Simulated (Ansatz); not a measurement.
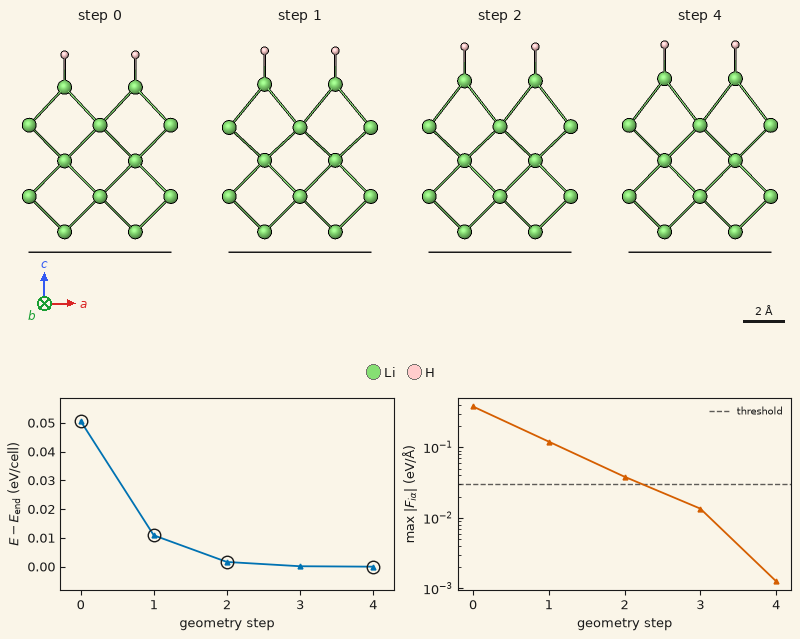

Frames of a constrained relaxation of a slab of composition Li5H (cut from the Im-3m phase), marked on the history of the run. Style: ball-and-stick. Shown: the 2 × 2 repeat of the cell, outlined in the plane, without the vacuum, along the b axis.

Case: H put at a top Li site. The slab is the (1 0 0) face of Li with H on it. 2 atoms are held fixed.

All numbers below come from DFT r2SCAN, scalar-relativistic, plane waves, PAW (Ansatz).

The input:
```yaml
crystal:
  lattice:
    - [3.4770929275, 0.0, 0.0]
    - [0.0, 3.4770929275, 0.0]
    - [0.0, 0.0, 25.9541858549]
  atoms:
    - { symbol: Li, position: [0.5, 0.5, 0.3275001592] }
    - { symbol: Li, position: [0.0, 0.0, 0.3944853644] }
    - { symbol: Li, position: [0.5, 0.5, 0.461723025] }
    - { symbol: Li, position: [0.0, 0.0, 0.5294185334] }
    - { symbol: Li, position: [0.5, 0.5, 0.6011143487] }
    - { symbol: H, position: [0.5, 0.5, 0.6627614375] }
basis:
  ecutwfc: 500
kpoints:
  mp_grid: { grid: [8, 8, 1] }
hamiltonian:
  xc: r2scan
scf:
  occupations: { method: gaussian, width: 0.1 }
output:
  forces: true
  eigenvalues: true
relax:
  adjacent_minimum: "off"
  f_tol: 0.03
  max_steps: 70
  constraints: [{ sites: [0, 1] }]
efield:
  axis: 3
  dipole_correction: true
```

Launched with:
```bash
ansatz run input.yaml --threads 1 --pin off --max-ram 3072MiB --backend cpu --events-out ev --progress --plain --runs-dir out
```

Q: What happens along the run?

A: The largest move is that of H6, 0.50 Å along the normal (+c). Largest moves by element: H 0.50 Å, Li 0.42 Å. The cell stays as it was. Near-neighbour distances that change, for instance: Li4–Li5 3.083 → 3.359 Å, Li5–H6 1.600 → 1.675 Å, Li3–Li4 3.022 → 3.006 Å, Li2–Li3 3.015 → 3.027 Å. After 4 geometry steps the energy has fallen by 50.6 meV per cell of the calculation. The largest force component goes from 0.38 to 0.0013 eV/Å. From step 0 to 1: H6 moves most (0.19 Å), energy −39.7 meV per cell of the calculation. From step 1 to 2: H6 moves most (0.20 Å), energy −9.3 meV per cell of the calculation. From step 2 to 4: Li5 moves most (0.11 Å), energy −1.6 meV per cell of the calculation.

| step | E − E(0), meV/atom | largest force component, eV/Å |
| --- | --- | --- |
| 0 | 0.00 | 0.3791 |
| 1 | -6.62 | 0.1206 |
| 2 | -8.17 | 0.0383 |
| 3 | -8.41 | 0.0135 |
| 4 | -8.44 | 0.0013 |

Limits of the set-up: the periodic images lie only 3.5 Å apart, so the values are limited by the cell's size.
